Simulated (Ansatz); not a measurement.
# TaN: single-point calculation (part 1 of 3)

- system: TaN (4 atoms in the cell)
- method: DFT r2SCAN+U, scalar-relativistic, plane waves, PAW, Ueff = 4 eV on Ta atom 1 d; Ueff = 4 eV on Ta atom 2 d, spin-polarised (Ansatz 0.2.0)

The structure derives from an entry of the Crystallography Open Database. It belongs to a series of runs on one base structure; here: random orbitals: random, high filling. Figures and captions count atoms from 1; the log counts them from 0 in places.

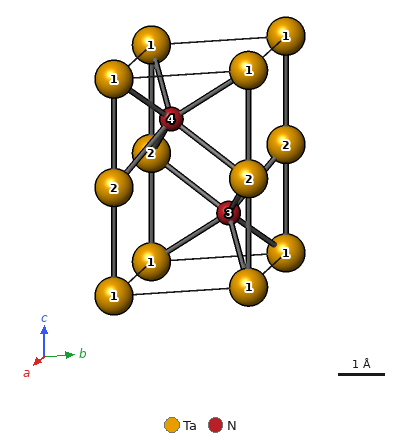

Figure 1. The structure as given in the input (ball-and-stick view of the cell of the calculation, seen slightly off an axis; atoms are numbered from 1 in the order of the input). Near neighbours in the crystal (not all of them lie inside the picture): Ta has 6 N at 2.15 Å and 2 Ta at 2.46 Å; N has 6 Ta at 2.15 Å.

## Summary

| quantity | value |
| --- | --- |
| outcome | converged |
| space group (tolerance 0.01 Å) | P6₃/mmc (194) |
| electrons treated | 36 |
| free energy | −20650.7819 eV |
| Fermi energy | 23.283 eV |
| gap on the k-point mesh | none (metallic) |
| net moment of the cell | −0.20 μB |
| integrated absolute moment | 1.04 μB |
| pressure | 63.16 GPa |
| largest force (length of the vector) | 0.250 eV/Å |
| hardware | 4 threads of Arm Neoverse V1, 24 GiB of memory available, shared host |
| wall time | 49 s (CPU time 3.2 min) |
| peak memory | 0.68 GiB |

## Notes

Warnings of the run: the typed occupations were not kept; the state was not tested for a lower one; the occupation matrices lower the symmetry. Spin–orbit coupling is left out, which matters for Ta.

## Input
```yaml
crystal:
  lattice:
    - [3.04800184, 0.0, 0.0]
    - [-1.52400092, 2.63964703, 0.0]
    - [0.0, 0.0, 4.91799978]
  atoms:
    - { symbol: Ta, position: [0.0, 0.0, 0.0], spin: 2.0 }
    - { symbol: Ta, position: [0.0, 0.0, 0.5], spin: -2.0 }
    - { symbol: "N", position: [0.3333333333, 0.6666666667, 0.25] }
    - { symbol: "N", position: [0.6666666667, 0.3333333333, 0.75] }
basis:
  ecutwfc: 500
  ecutrho_ratio: 4
kpoints:
  mp_grid: { grid: [7, 7, 4] }
hamiltonian:
  xc: r2scan
  hubbard:
    sites:
      - { site: 0, l: d, u_eff: 4.0, starting_ns: [{ spin: up, occupation_matrix: s0up }, { spin: down, occupation_matrix: s0down }] }
      - { site: 1, l: d, u_eff: 4.0, starting_ns: [{ spin: up, occupation_matrix: s1up }, { spin: down, occupation_matrix: s1down }] }
    occupation_matrices:
      s0up:
        matrix:
          - [0.68591, -0.14253, -0.02741, 0.40288, -0.07619]
          - [-0.14253, 0.80198, 0.18737, 0.22023, 0.16573]
          - [-0.02741, 0.18737, 0.06496, 0.05744, 0.03923]
          - [0.40288, 0.22023, 0.05744, 0.38872, 0.01484]
          - [-0.07619, 0.16573, 0.03923, 0.01484, 0.05843]
      s0down:
        matrix:
          - [0.02, 0.0, 0.0, 0.0, 0.0]
          - [0.0, 0.02, 0.0, 0.0, 0.0]
          - [0.0, 0.0, 0.02, 0.0, 0.0]
          - [0.0, 0.0, 0.0, 0.02, 0.0]
          - [0.0, 0.0, 0.0, 0.0, 0.02]
      s1up:
        matrix:
          - [0.02, 0.0, 0.0, 0.0, 0.0]
          - [0.0, 0.02, 0.0, 0.0, 0.0]
          - [0.0, 0.0, 0.02, 0.0, 0.0]
          - [0.0, 0.0, 0.0, 0.02, 0.0]
          - [0.0, 0.0, 0.0, 0.0, 0.02]
      s1down:
        matrix:
          - [0.68591, -0.14253, -0.02741, 0.40288, -0.07619]
          - [-0.14253, 0.80198, 0.18737, 0.22023, 0.16573]
          - [-0.02741, 0.18737, 0.06496, 0.05744, 0.03923]
          - [0.40288, 0.22023, 0.05744, 0.38872, 0.01484]
          - [-0.07619, 0.16573, 0.03923, 0.01484, 0.05843]
    ns_hold: until_converged
scf:
  occupations: { method: gaussian, width: 0.05 }
  lower_state_search: "off"
  max_iter: 150
output:
  forces: true
  stress: true
  eigenvalues: true
  populations: true
  hubbard: { sites: [{ site: 0, l: d }, { site: 1, l: d }] }
  write_density: true
  write_potential: true
  elf: true
  volumetric_format: npy
magnetization:
  spin_polarized: true
```

Run as:
```bash
ansatz run input.yaml --threads 4 --pin off --max-ram 6144MiB --backend cpu --events-out ev --progress --plain --runs-dir out
```

## What the program printed
```
Warning: crystal.symmetry: narrowed to the stabiliser of the occupation matrices — unitary ops 12 → 2, anti-unitary 12 → 0; lowered by the specified shells (site 0, l: d), (site 1, l: d); largest admitted image defect 4.4e-16, smallest excluded 3.7e-1 — at a splitting's scale: the group the occupation matrices' own texture admits
Ta: projections on atomic orbitals take those of the free atom [Kr 4d10 4f14] 5s2 5p6 5d3 6s2, of charge +0.00 (hamiltonian.pseudopotentials.projection_atoms); the dataset's partial waves leave at most 6.0e-5 of an orbital's norm unspanned inside its sphere
N: projections on atomic orbitals take those of the free atom [He] 2s2 2p3, of charge +0.00 (hamiltonian.pseudopotentials.projection_atoms); the dataset's partial waves leave at most 9.3e-9 of an orbital's norm unspanned inside its sphere
Engine: ansatz 0.2.0, aarch64-unknown-linux-gnu
Pseudopotentials: kind: paw
Pseudopotential: Ta, paw, valence charge 13, recommended cutoff 500 eV (meta_gga), Ta.paw.azcp
Pseudopotential: N, paw, valence charge 5, recommended cutoff 500 eV (meta_gga), N.paw.azcp
Functional definition: r2SCAN
  parameter k0 = 0.174
  parameter k1 = 0.065
  parameter a1 = 4.9479
  exchange = r2scan_x(k0 = k0, k1 = k1, a1 = a1)
  correlation = r2scan_c
Crystal: 4 atoms, lattice volume = 39.569 Å³
Basis set: ecut = 500 eV, 1001 PW (Γ), exchange–correlation on 96×96×144 points (64 copies of the dense FFT grid, shifted against one another)
Bands: 24, of which v1, the nominal top of the filled ones, is band 18 counted from 1 (17 counted from 0)
Symmetry: 2 space group operations
k-points: 99 of 196
Non-local potential: Ta, projectors of the file, l = 0: 3, l = 1: 2, l = 2: 2, l = 3: 1
Non-local potential: N, projectors of the file, l = 0: 2, l = 1: 2, l = 2: 1
PAW form: soft (Blöchl's): semilocal exchange-correlation on the pseudo side does not see the compensation charge
PAW frozen core: Ta, regenerated for the run's functional (the file was generated under x = pbe(κ = 0.804, μ = 0.2195149727645171), c = pbe(β = 0.06672455060314922))
PAW frozen core: N, regenerated for the run's functional (the file was generated under x = pbe(κ = 0.804, μ = 0.2195149727645171), c = pbe(β = 0.06672455060314922))
PAW one-centre angular grid: Ta, 590 points (default); XC on 160 Gauss nodes
PAW one-centre angular grid: N, 302 points (default); XC on 160 Gauss nodes
Initial density: superposition of atomic densities (chi_scale 0.1, normalization cell, long waves kept (reshape's long-wave potential 0.00 eV rms))
Starting moments: Σ|m| = 4 μB on 2 of 4 sites
Initial wavefunctions: pseudopotential atomic-orbital guess
Functional: x = r2scan, c = r2scan; τ floored in thin density (d = 2e-4 eV/Å³)
```
